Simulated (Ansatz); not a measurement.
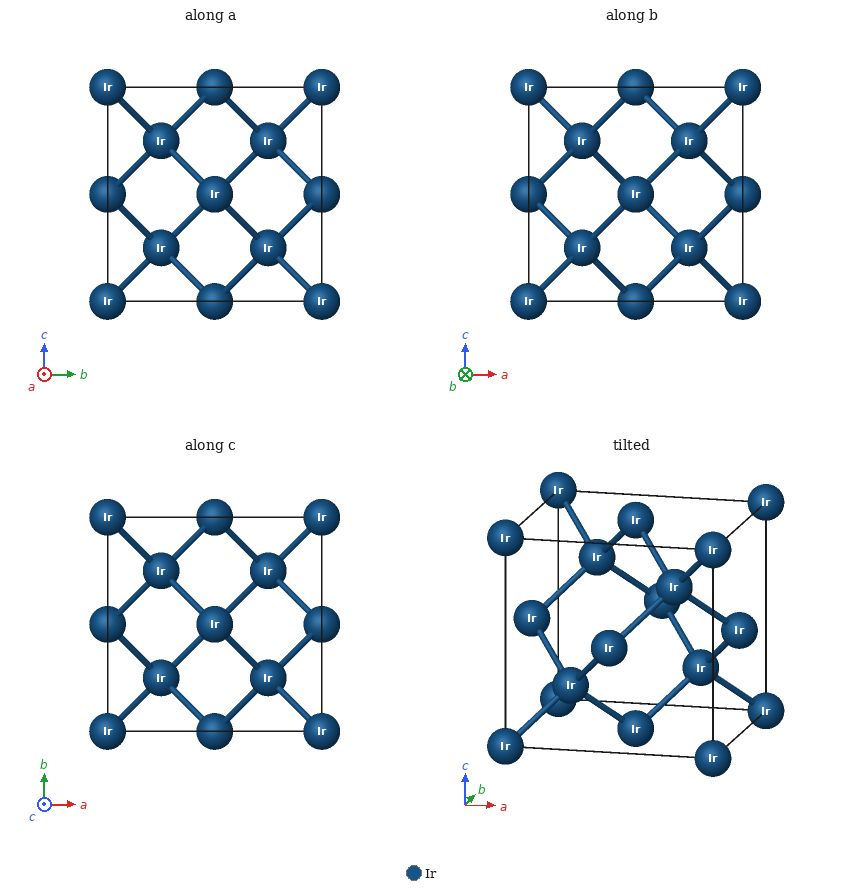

A ball-and-stick rendering, viewed along the a axis, along the b axis, along the c axis and slightly off an axis. The frame is the conventional unit cell; atoms at its boundary are shown with their periodic copies.

Lattice parameters: a = 5.815 Å, b = 5.815 Å, c = 5.815 Å, α = 90.00°, β = 90.00°, γ = 90.00°.

Turn the picture into a table of Wyckoff sites.

Answer. Space group Fd-3m:1 (No. 227).
```tsv
atom	site	x	y	z
Ir	8a	0.2500	0.7500	0.7500
```

The model was built from a structure type filled with this element by a generator (whether the element takes this form wasn't checked). Earlier steps of the study may have refined or changed the cell and positions. An electronic-structure calculation with Ansatz was run on it.

At this level of theory the cell isn't at rest (stretched, at -15 GPa), so its distances can differ from those at equilibrium, the more so the softer the solid.
